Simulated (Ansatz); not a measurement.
## GaN: a failed or faulty run and its cure

System: GaN (4 atoms in the cell).
Method of run A: DFT, PBE, plane waves, PAW (Ansatz 0.2.0).

The structure derives from an entry of the Crystallography Open Database. Text and figures count atoms from 1; the logs count them from 0 in places.

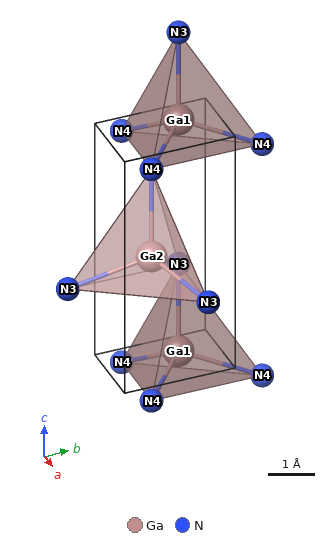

Figure 1. The structure as given in the input (polyhedral view of the cell of the calculation, seen slightly off an axis; polyhedra are completed across the faces of the cell; atoms are numbered from 1 in the order of the input).

**The input, run A**
```yaml
crystal:
  lattice:
    - [3.2184289164, 0.0402303615, 0.0]
    - [-1.5743739432, 2.7671260212, 0.0]
    - [0.0, 0.0, 5.2430304702]
  atoms:
    - { symbol: Ga, position: [0.3333333333, 0.6666666667, 0.9991316875] }
    - { symbol: Ga, position: [0.6666666667, 0.3333333333, 0.4991316875] }
    - { symbol: "N", position: [0.3333333333, 0.6666666667, 0.3758683125] }
    - { symbol: "N", position: [0.6666666667, 0.3333333333, 0.8758683125] }
basis:
  ecutwfc: 420
kpoints:
  mp_grid: { grid: [12, 12, 6] }
hamiltonian:
  xc: pbe
scf:
  occupations: { method: gaussian, width: 0.05 }
  mixing: { algorithm: broyden, beta: 1.5, ndim: 1, preconditioner: none }
  max_iter: 100
output:
  forces: true
  eigenvalues: true
  stress: true
```

Launched with:
```bash
ansatz run input.yaml --threads 1 --pin off --max-ram 2560MiB --backend cpu --events-out ev --progress --plain --runs-dir out
```

Hardware: 1 thread of Intel Xeon (Granite Rapids), 32 GiB of memory available, shared host.

**Output (run A)**
```
Error: invalid value for `scf.mixing.beta`: must be finite and in (0, 1]; got 1.5
```

Diagnose this run and give a change of the input that cures it.

Answer. A setting was made wrong on purpose: mixing far too strong (`scf.mixing`). Undamped mixing lets the charge slosh. The program refused the input: “invalid value for `scf.mixing.beta`: must be finite and in (0, 1]; got 1.5”

A run of the same system that converges differs from this input as follows (lines with − go, lines with + come):
```diff
-  mixing: { algorithm: broyden, beta: 1.5, ndim: 1, preconditioner: none }
-  max_iter: 100
```

**Output, shortened to warnings, some set-up lines, iterations and results (run B)**
```
Basis set: ecut = 420 eV, 933 PW (Γ), exchange–correlation on 48×48×72 points (8 copies of the dense FFT grid, shifted against one another)
Symmetry: 2 space group operations
k-points: 296 of 864 (time reversal used)
Initial density: superposition of atomic densities (neutral atoms: chi_scale 0, normalization atom), corrected by the library's trained network
[...]
SCF iter   1: F=—  HF=-8335.823730 eV  |F-HF|=—  |Δ(HF+E_count)|=         —  Δρ=9.01e-4  dr2=2.51e-4  ethr=1.77e-3  ⟨swp⟩=5.0  Hψ=25881  notcnv=0
SCF iter   2: F=—  HF=-8335.824280 eV  |F-HF|=—  |Δ(HF+E_count)|=   5.50e-4  Δρ=4.13e-4  dr2=3.36e-5  ethr=6.97e-7  ⟨swp⟩=2.0  Hψ=14221  notcnv=0
SCF iter   3: F=—  HF=-8335.824403 eV  |F-HF|=—  |Δ(HF+E_count)|=   1.23e-4  Δρ=1.93e-4  dr2=8.62e-6  ethr=9.32e-8  ⟨swp⟩=2.0  Hψ=11227  notcnv=0
SCF iter   4: F=—  HF=-8335.824431 eV  |F-HF|=—  |Δ(HF+E_count)|=   2.84e-5  Δρ=6.06e-5  dr2=1.35e-6  ethr=2.39e-8  ⟨swp⟩=2.0  Hψ=11754  notcnv=0
SCF iter   5: F=—  HF=-8335.824434 eV  |F-HF|=—  |Δ(HF+E_count)|=   2.92e-6  Δρ=2.19e-5  dr2=1.25e-7  ethr=3.75e-9  ⟨swp⟩=2.0  Hψ=11840  notcnv=0
SCF iter   6: F=-8335.824434 eV  HF=-8335.824434 eV  |F-HF|=2.38e-9  |Δ(HF+E_count)|=   2.90e-7  Δρ=4.92e-6  dr2=9.61e-9  ethr=2.78e-10  ⟨swp⟩=5.0  Hψ=28136  notcnv=0
SCF 1 converged in 6 iterations: F = -8335.824434 eV  dr2 = 9.61e-9
SCF converged after 6 iterations
Free energy (F): -8335.824434 eV
Harris-Foulkes:  -8335.824434 eV  (|F-HF|=2.38e-9)
Internal energy: -8335.824434 eV  (E = F + TS)
E sigma→0 (E₀):  -8335.824434 eV
Fermi energy:    10.140820 eV
--- Per-component energies (eV) ---
  E_band       = -24.047312
  E_kinetic    = 492.208746
  E_local      = -3949.744599  (includes V_loc(G=0)·N_el)
  E_nonlocal   = 948.675357
  E_hartree    = 1813.702197
  E_xc         = -256.812794
  E_vxc        = -267.237518  (∫ρ·V_xc dr)
  E_paw        = -4240.945075  (= ΣΔE_a)
  E_vpaw       = -875.353895  (= ΣTr[D̂ρ^β])
  E_aug_tail   = 0.000107  (compensation charges beyond the density's cutoff)
  E_ewald      = -3142.908374
  E_smearing   = -0.000000  (= −TS)
  E_closure    = -0.000000  (closes the sum)
  Σ components = -8335.824434   (vs F -8335.824434, Δ=0.00e0)
--- Forces (eV/Å), atoms counted from 1 ---
  atom   1  Ga    -0.17377192     0.00925778     0.00805571
  atom   2  Ga     0.17377192    -0.00925778     0.00805571
  atom   3  N     -0.20905923     0.00921982    -0.00807098
  atom   4  N      0.20905923    -0.00921982    -0.00807098
  max |Σ_I F_I| component: 3.05e-5 eV/Å
--- Stress (GPa, compression-positive) ---
        0.137934      -3.561397       0.000000
       -3.561397       0.135454       0.000000
        0.000000       0.000000       0.028010
  P = ⅓ Tr σ = 0.1005 GPa (1.005 kbar)
```

**The two runs side by side**

| quantity | run A | run B |
| --- | --- | --- |
| outcome | refused | converged |
| free energy per atom (eV) | – | −2083.9561 |
| gap on the mesh (eV) | – | 1.66 |
| pressure (GPa) | – | 0.10 |
| volume per atom (Å³) | – | 11.76 |
| largest force (eV/Å) | – | 0.209 |
| SCF iterations | – | 6 |
| irreducible k-points | – | 296 |
| plane waves at Γ | – | 933 |
